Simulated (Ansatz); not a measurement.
SiGe$_{7}$

Input

```
crystal:
  lattice:
    - [4.1755745733, 0.0, 0.0]
    - [0.0, 4.1755745733, 0.0]
    - [0.0, 0.0, 11.8047927526]
  atoms:
    - { symbol: Si, position: [0.0, 0.0, 0.0] }
    - { symbol: Ge, position: [0.0, 0.5, 0.8796842731] }
    - { symbol: Ge, position: [0.5, 0.5, 0.7527965851] }
    - { symbol: Ge, position: [0.5, 0.0, 0.6264673009] }
    - { symbol: Ge, position: [0.0, 0.0, 0.5] }
    - { symbol: Ge, position: [0.5, 0.0, 0.1203157269] }
    - { symbol: Ge, position: [0.5, 0.5, 0.2472034149] }
    - { symbol: Ge, position: [0.0, 0.5, 0.3735326991] }
basis:
  ecutwfc: 420
kpoints:
  mp_grid: { grid: [10, 10, 4] }
hamiltonian:
  xc: pbe
scf:
  occupations: { method: gaussian, width: 0.01 }
output:
  forces: true
  stress: true
  eigenvalues: true
  write_density: true
  write_potential: true
  elf: true
  volumetric_format: npy
relax:
  adjacent_minimum: "off"
  f_tol: 0.01
  max_steps: 30
  cell: { stress_tol: 0.1, fix: [volume] }
```

Run with:

```sh
ansatz run input.yaml --threads 1 --pin off --max-ram 2560MiB --backend cpu --events-out ev --progress --plain --runs-dir out
```

Below, planes, directions and counts refer to the conventional cell (a = 4.18 Å, b = 4.18 Å, c = 11.80 Å, α = 90.00°, β = 90.00°, γ = 90.00°).

The fields are those of the relaxed geometry.

Space group P-4m2; a generated structure, not necessarily the stable one; changed on purpose from its base cell (volume × 1.10, shape and atoms relaxed); computed pressure about −5 GPa in this cell.

All numbers below come from Ansatz, DFT PBE, scalar-relativistic, plane waves, PAW.

Core electrons are frozen (PAW), and the valence fields are smoothed inside the atomic spheres.

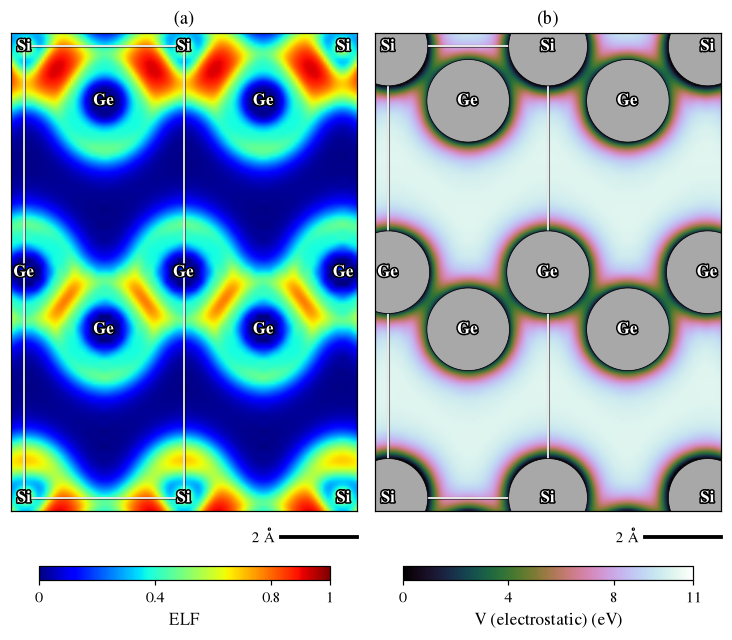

Figure 1. (a) ELF; (b) electrostatic potential energy of an electron on the (100) plane of the conventional cell. Grey discs cover the atomic cores in the potential map.

Question: Read the bonding off the picture.

Answer:
- The plane passes through Si and Ge nuclei.
- Si–Ge (2.53 Å): the ELF peaks at about 0.90 between the atoms.
- Ge–Ge (2.57 Å): the ELF peaks at about 0.80 between the atoms.
- Outside the cores the potential energy rises away from the atoms and is highest about 2.5 Å from the nearest atoms; its zero is arbitrary.

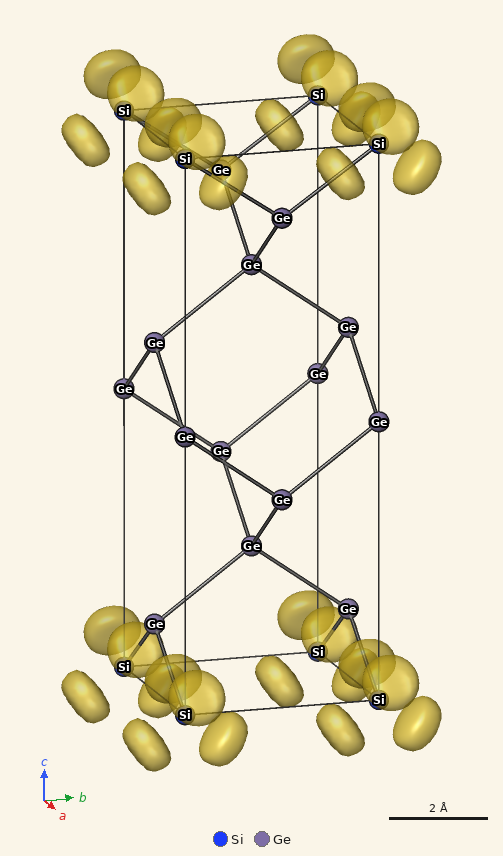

Figure 2. Isosurface of the electron localisation function at 0.8 (yellow), seen slightly off an axis. Core shells and regions of very low density are left out. Sticks mark near contacts.

Question: Identify the bonds, lone pairs and shells in this picture.

Answer: The surface consists of four regions between bonded Ge–Si atoms, counted in one cell of 8 atoms. Any copies at cell faces, edges or corners count once.

Question: Metal or insulator at this level of theory?

Answer: It is gapless in this calculation (a metal or semimetal).
